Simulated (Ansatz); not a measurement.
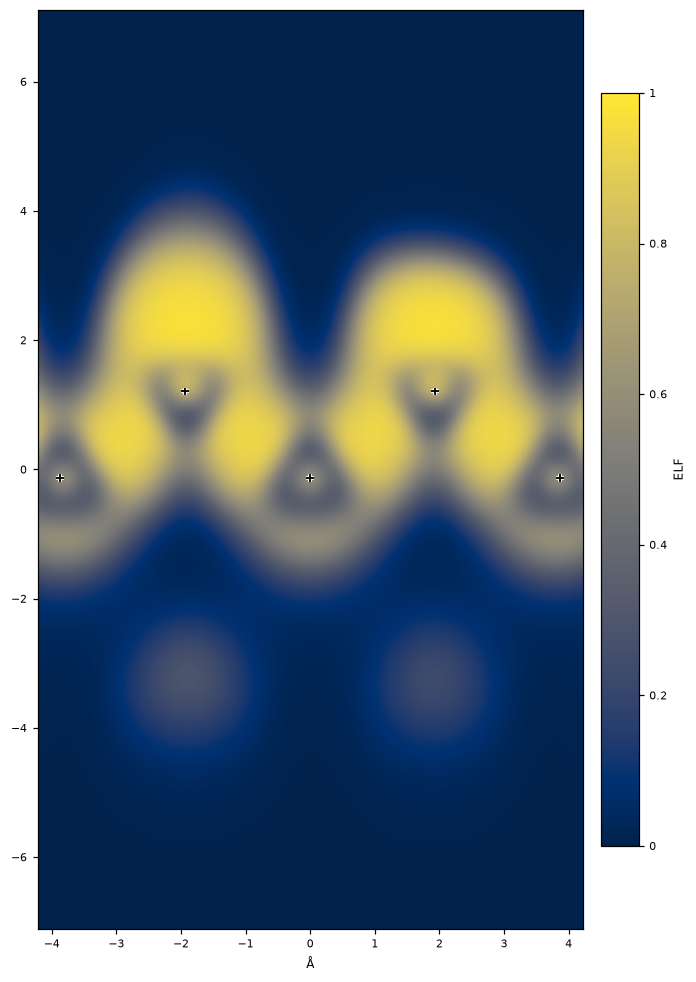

The electron localisation function on a plane through atoms (crosses mark nuclei in the plane).

All numbers below come from Ansatz, DFT PBE, scalar-relativistic, plane waves, PAW.

Candidates:
A. Ga$_{3}$N$_{4}$ (slab), a = 3.22 Å, b = 3.22 Å, c = 21.22 Å, α = 90.00°, β = 90.00°, γ = 90.00°. A point of a scan over the structure, not its minimum; not relaxed (largest force 1.8 eV/Å); PAW files of the earlier set (soft_1); spin-polarised.
B. Si$_{16}$S (slab), a = 7.74 Å, b = 7.74 Å, c = 19.61 Å, α = 90.00°, β = 90.00°, γ = 90.00°. A point of a scan over the structure, not its minimum; not relaxed (largest force 0.6 eV/Å); PAW files of the earlier set (soft_1); the program warned that a starting moment wasn't kept; spin-polarised, but the moments vanished.

> Which system is this?

Candidate B: Si$_{16}$S on the (100) plane of the calculation cell, a cut from vacuum to vacuum, which holds Si. Si–Si (2.35 Å): the ELF peaks at about 0.95 between the atoms.
